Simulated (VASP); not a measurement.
# Run report: C, geometry relaxation (part 2 of 2)

Continued. System: C (Fd-3m, 2 atoms in the cell). Method: DFT, plane waves, PAW, settings varied from a PBEsol run (VASP 6.6.1); 1×1×1 k-mesh. The structure was built on a prototype by a generator. Some settings of this run were made unusual or wrong on purpose. The geometry comes from this level: PBE.

Geometry of the input (Å; fractional positions):
```
0.0000  1.7858  1.7858
1.7858  0.0000  1.7858
1.7858  1.7858  0.0000
C  -0.0000  0.0000  -0.0000
C  0.2500  0.2500  0.2500
```

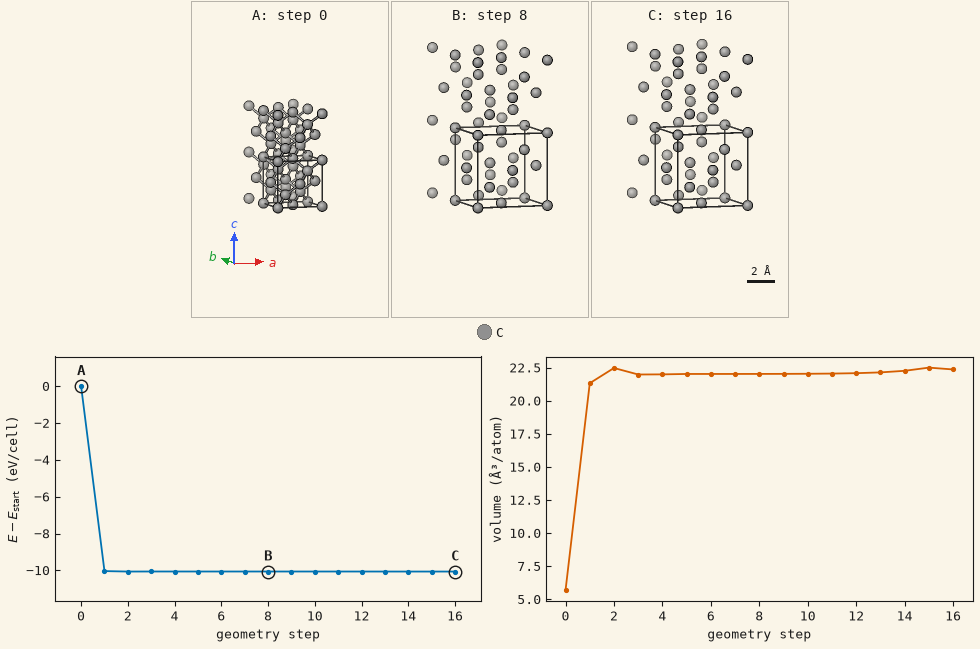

**Figure 1.** Frames of the relaxation (ball-and-stick view of the cell 4 times as large as that of the calculation, set on its symmetry axes, repeated 1 × 2 × 2, seen slightly off an axis) above the curves, on which the letters mark them (steps are counted from 0).

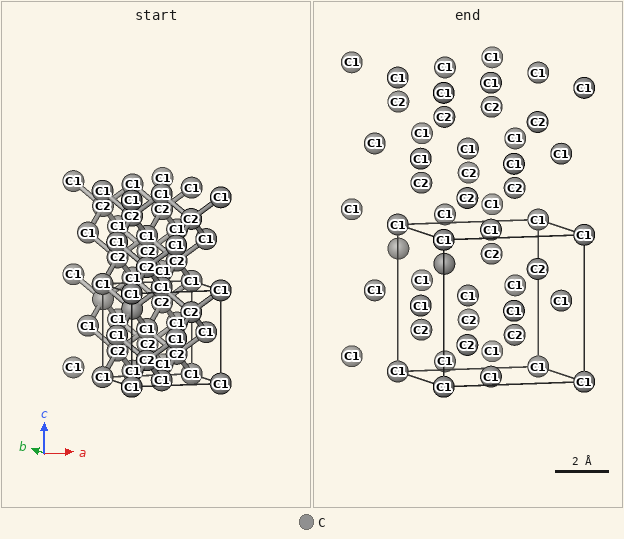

**Figure 2.** Before (left) and after (right) the relaxation, at one scale (ball-and-stick view of the cell 4 times as large as that of the calculation, set on its symmetry axes, repeated 1 × 2 × 2, seen slightly off an axis). After 16 geometry steps the energy has fallen by 10.066 eV per cell of the calculation. All forces vanish by symmetry, so only the cell relaxes. No atom moves by more than 0.005 Å relative to the cell. The volume changes by +292.7 %, with a = b = c 3.572 → 5.635 Å (+57.8 %). Among the contacts that change: C1–C2 1.547 → 2.440 Å. Bonds break: C1–C2 (1.55 → 2.44 Å). The space group stays Fd-3m (No. 227). (Atoms are counted from 1 in the order of the input.)

Parts of OUTCAR
```
k-points           NKPTS =      1   k-points in BZ     NKDIM =      1   number of bands    NBANDS=     11

   NELECT =       8.0000    total number of electrons

   dimension x,y,z NGX =    20 NGY =   20 NGZ =   20
   dimension x,y,z NGXF=    40 NGYF=   40 NGZF=   40

  energy-cutoff  :      600.00
  volume of cell :       44.73
      direct lattice vectors                 reciprocal lattice vectors
     0.000000000  2.817420143  2.817420143    -0.177467319  0.177467319  0.177467319
     2.817420143 -0.000000000  2.817420143     0.177467319 -0.177467319  0.177467319
     2.817420143  2.817420143 -0.000000000     0.177467319  0.177467319 -0.177467319

 k-points in reciprocal lattice and weights: KPOINTS created by Atomic Simulation Env
   0.00000000  0.00000000  0.00000000       1.000

 E-fermi :  -0.6972

 k-point     1 :       0.0000    0.0000    0.0000
  band No.  band energies     occupation
      1     -11.6835      2.00000
      2      -5.5868      2.00000
      3      -0.7111      1.33341
      4      -0.7111      1.33330
      5      -0.7111      1.33330
      6       1.5645      0.00000
      7       1.5645      0.00000
      8       1.5645      0.00000
      9       6.7725      0.00000
     10      14.1500      0.00000
     11      14.1500      0.00000

  Total       -0.0004771     -0.0004771     -0.0004771      0.0000000     -0.0000000      0.0000000
  in kB       -0.0170889     -0.0170889     -0.0170889      0.0000000     -0.0000000      0.0000000
  external PRESSURE =      -0.0170889 kB  Pullay stress =       0.0000000 kB

 POSITION                                       TOTAL-FORCE (eV/Angst)
 -----------------------------------------------------------------------------------
      0.00000      0.00000      0.00000        -0.000000     -0.000000     -0.000000
      1.40871      1.40871      1.40871         0.000000      0.000000      0.000000
 -----------------------------------------------------------------------------------
    total drift:                                0.000000      0.000000      0.000000

  FREE ENERGIE OF THE ION-ELECTRON SYSTEM (eV)
  ---------------------------------------------------
  free  energy   TOTEN  =         0.6610880036 eV

  energy  without entropy=        0.7374697036  energy(sigma->0) =        0.69927885
```

CONTCAR
```
C
   1.00000000000000
     0.0000000000000000    2.8174201427578236    2.8174201427578236
     2.8174201427578236   -0.0000000000000000    2.8174201427578236
     2.8174201427578236    2.8174201427578236   -0.0000000000000000
  C
     2
Direct
     0.0000000000000000    0.0000000000000000    0.0000000000000000
     0.2500000000000000    0.2500000000000000    0.2500000000000000

  0.00000000E+00  0.00000000E+00  0.00000000E+00
  0.00000000E+00  0.00000000E+00  0.00000000E+00
```

Trajectory as extended XYZ (Å, eV, eV/Å), 17 frames, from step=None to step=None
```
2
Lattice="0.0000 1.7858 1.7858 1.7858 0.0000 1.7858 1.7858 1.7858 0.0000" Properties=species:S:1:pos:R:3:forces:R:3 step=None energy=10.72743
C     0.0000    0.0000    0.0000    0.0000   0.0000   0.0000
C     0.8929    0.8929    0.8929    0.0000   0.0000   0.0000
2
Lattice="-0.0000 2.7731 2.7731 2.7731 -0.0000 2.7731 2.7731 2.7731 -0.0000" Properties=species:S:1:pos:R:3:forces:R:3 step=None energy=0.68650
C     5.5463    5.5463    5.5463    0.0000   0.0000   0.0000
C     1.3866    1.3866    1.3866    0.0000   0.0000   0.0000
2
Lattice="-0.0000 2.8220 2.8220 2.8220 -0.0000 2.8220 2.8220 2.8220 -0.0000" Properties=species:S:1:pos:R:3:forces:R:3 step=None energy=0.66135
C     0.0000    0.0000    0.0000    0.0000   0.0000   0.0000
C     1.4110    1.4110    1.4110    0.0000   0.0000   0.0000
2
Lattice="-0.0000 2.8013 2.8013 2.8013 -0.0000 2.8013 2.8013 2.8013 -0.0000" Properties=species:S:1:pos:R:3:forces:R:3 step=None energy=0.66437
C     0.0000    0.0000    0.0000    0.0000   0.0000   0.0000
C     1.4006    1.4006    1.4006    0.0000   0.0000   0.0000
2
Lattice="0.0000 2.8017 2.8017 2.8017 -0.0000 2.8017 2.8017 2.8017 -0.0000" Properties=species:S:1:pos:R:3:forces:R:3 step=None energy=0.66420
C     2.8017    2.8017    5.6035    0.0000   0.0000   0.0000
C     1.4009    1.4009    1.4009    0.0000   0.0000   0.0000
2
Lattice="0.0000 2.8030 2.8030 2.8030 -0.0000 2.8030 2.8030 2.8030 -0.0000" Properties=species:S:1:pos:R:3:forces:R:3 step=None energy=0.66370
C     0.0000    0.0000    0.0000    0.0000   0.0000   0.0000
C     1.4015    1.4015    1.4015    0.0000   0.0000   0.0000
2
Lattice="0.0000 2.8031 2.8031 2.8031 -0.0000 2.8031 2.8031 2.8031 -0.0000" Properties=species:S:1:pos:R:3:forces:R:3 step=None energy=0.66369
C     2.8030    0.0000    2.8030    0.0000   0.0000   0.0000
C     1.4015    1.4015    1.4015    0.0000   0.0000   0.0000
2
Lattice="0.0000 2.8031 2.8031 2.8031 -0.0000 2.8031 2.8031 2.8031 -0.0000" Properties=species:S:1:pos:R:3:forces:R:3 step=None energy=0.66368
C     0.0000    0.0000    0.0000    0.0000   0.0000   0.0000
C     1.4016    1.4016    1.4016    0.0000   0.0000   0.0000
2
Lattice="0.0000 2.8032 2.8032 2.8032 -0.0000 2.8032 2.8032 2.8032 -0.0000" Properties=species:S:1:pos:R:3:forces:R:3 step=None energy=0.66365
C     2.8032    0.0000    2.8032    0.0000   0.0000   0.0000
C     1.4016    1.4016    1.4016    0.0000   0.0000   0.0000
2
Lattice="0.0000 2.8033 2.8033 2.8033 -0.0000 2.8033 2.8033 2.8033 -0.0000" Properties=species:S:1:pos:R:3:forces:R:3 step=None energy=0.66359
C     0.0000    0.0000    0.0000    0.0000   0.0000   0.0000
C     1.4017    1.4017    1.4017    0.0000   0.0000   0.0000
2
Lattice="0.0000 2.8036 2.8036 2.8036 -0.0000 2.8036 2.8036 2.8036 -0.0000" Properties=species:S:1:pos:R:3:forces:R:3 step=None energy=0.66348
C     2.8037    0.0000    2.8037    0.0000   0.0000   0.0000
C     1.4018    1.4018    1.4018    0.0000   0.0000   0.0000
2
Lattice="0.0000 2.8043 2.8043 2.8043 -0.0000 2.8043 2.8043 2.8043 -0.0000" Properties=species:S:1:pos:R:3:forces:R:3 step=None energy=0.66326
C     0.0000    0.0000    0.0000    0.0000   0.0000   0.0000
C     1.4021    1.4021    1.4021    0.0000   0.0000   0.0000
2
Lattice="0.0000 2.8055 2.8055 2.8055 -0.0000 2.8055 2.8055 2.8055 -0.0000" Properties=species:S:1:pos:R:3:forces:R:3 step=None energy=0.66286
C     2.8055    0.0000    2.8055    0.0000   0.0000   0.0000
C     1.4028    1.4028    1.4028    0.0000   0.0000   0.0000
2
Lattice="0.0000 2.8081 2.8081 2.8081 -0.0000 2.8081 2.8081 2.8081 -0.0000" Properties=species:S:1:pos:R:3:forces:R:3 step=None energy=0.66219
C     0.0000    0.0000    0.0000    0.0000   0.0000   0.0000
C     1.4040    1.4040    1.4040    0.0000   0.0000   0.0000
2
Lattice="0.0000 2.8131 2.8131 2.8131 -0.0000 2.8131 2.8131 2.8131 -0.0000" Properties=species:S:1:pos:R:3:forces:R:3 step=None energy=0.66132
C     2.8131    0.0000    2.8131    0.0000   0.0000   0.0000
C     1.4066    1.4066    1.4066    0.0000   0.0000   0.0000
2
Lattice="0.0000 2.8232 2.8232 2.8232 -0.0000 2.8232 2.8232 2.8232 -0.0000" Properties=species:S:1:pos:R:3:forces:R:3 step=None energy=0.66151
C     0.0000    0.0000    0.0000    0.0000   0.0000   0.0000
C     1.4116    1.4116    1.4116    0.0000   0.0000   0.0000
2
Lattice="0.0000 2.8174 2.8174 2.8174 -0.0000 2.8174 2.8174 2.8174 -0.0000" Properties=species:S:1:pos:R:3:forces:R:3 step=None energy=0.66109
C     0.0000    0.0000    0.0000    0.0000   0.0000   0.0000
C     1.4087    1.4087    1.4087    0.0000   0.0000   0.0000
```

Outcome

- outcome: converged
- space group (tolerance 0.01 Å): Fd-3m (227)
- electrons treated: 8
- free energy: 0.6611 eV
- Fermi energy: −0.697 eV
- pressure: 0.00 GPa
- final volume: 44.73 Å³
- largest force (length of the vector) at the end: under 0.001 eV/Å
- final cell: a = 3.984 Å, b = 3.984 Å, c = 3.984 Å, α = 60.00°, β = 60.00°, γ = 60.00°
- hardware: 1 CPU thread, shared host
- wall time: 11 s
- peak memory: 0.12 GiB

Diagnosis

Some settings of this run were drawn to be unusual or wrong (NELM = 70; NSW = 30). It converged; results that depend on the unusual settings are not reference values. The volume changed by more than 5 % on the plane waves of the start, so the result carries a basis error; a second relaxation from the end is advised.
